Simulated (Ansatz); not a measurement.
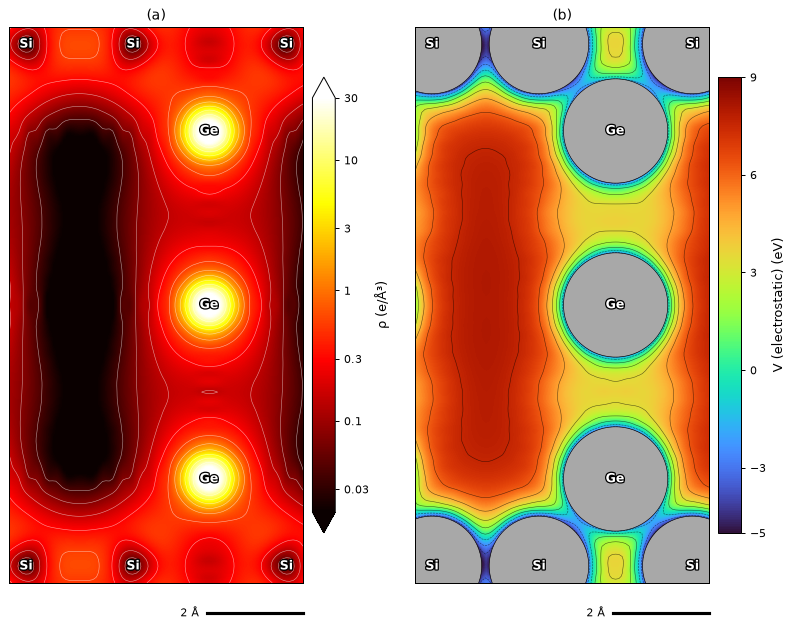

Figure. Si₂Ge. (a) valence charge density (pseudo); (b) electrostatic potential (local pseudopotential plus Hartree) felt by an electron on the (100) plane of the conventional cell. Grey discs cover the atomic cores in the potential map.

Space group P6₂22; a structure generated by program, which may or may not match a known phase.

Level of theory: DFT PBE, scalar-relativistic, plane waves, PAW (Ansatz).

In a PAW calculation such maps are meaningful between the atoms, not at the nuclei.

Input file:

```
crystal:
  lattice:
    - [5.3954354509, 0.0, 0.0]
    - [-2.6977177255, 4.672584165, 0.0]
    - [0.0, 0.0, 10.7976863387]
  atoms:
    - { symbol: Si, position: [0.2945805839, 0.0, 0.0] }
    - { symbol: Si, position: [0.0, 0.2945805839, 0.6666666667] }
    - { symbol: Si, position: [0.7054194161, 0.7054194161, 0.3333333333] }
    - { symbol: Si, position: [0.0, 0.7054194161, 0.6666666667] }
    - { symbol: Si, position: [0.7054194161, 0.0, 0.0] }
    - { symbol: Si, position: [0.2945805839, 0.2945805839, 0.3333333333] }
    - { symbol: Ge, position: [0.0, 0.0, 0.8333333333] }
    - { symbol: Ge, position: [0.0, 0.0, 0.5] }
    - { symbol: Ge, position: [0.0, 0.0, 0.1666666667] }
basis:
  ecutwfc: 420
kpoints:
  mp_grid: { grid: [12, 12, 4] }
hamiltonian:
  xc: pbe
scf:
  occupations: { method: gaussian, width: 0.1 }
output:
  forces: true
  stress: true
  eigenvalues: true
  write_density: true
  write_potential: true
  elf: true
  volumetric_format: npy
relax:
  adjacent_minimum: "off"
  f_tol: 0.01
  max_steps: 80
  cell: { stress_tol: 0.05 }
```

Launched as:

```sh
ansatz run input.yaml --threads 1 --pin off --max-ram 2560MiB --backend cpu --events-out ev --progress --plain --runs-dir out
```

Below, planes, directions and counts refer to the conventional cell (a = 5.39 Å, b = 5.39 Å, c = 10.81 Å, α = 90.00°, β = 90.00°, γ = 120.00°).

The fields are those of the relaxed geometry.

Question: What does the map show?

Answer:
- The plane passes through Si and Ge nuclei.
- Si–Si (2.22 Å): the density is about 0.64 e/Å³ at the midpoint.
- Si–Ge (2.40 Å): the density is about 0.52 e/Å³ at the midpoint.
- Between the atoms the lowest density in this plane is 0.007 e/Å³.
- Outside the cores the potential energy rises away from the atoms and is highest about 2.7 Å from the nearest atoms; its zero is arbitrary.

Question: Does the calculation make it a metal, or give it a gap?

Answer: It is gapless in this calculation (a metal or semimetal).
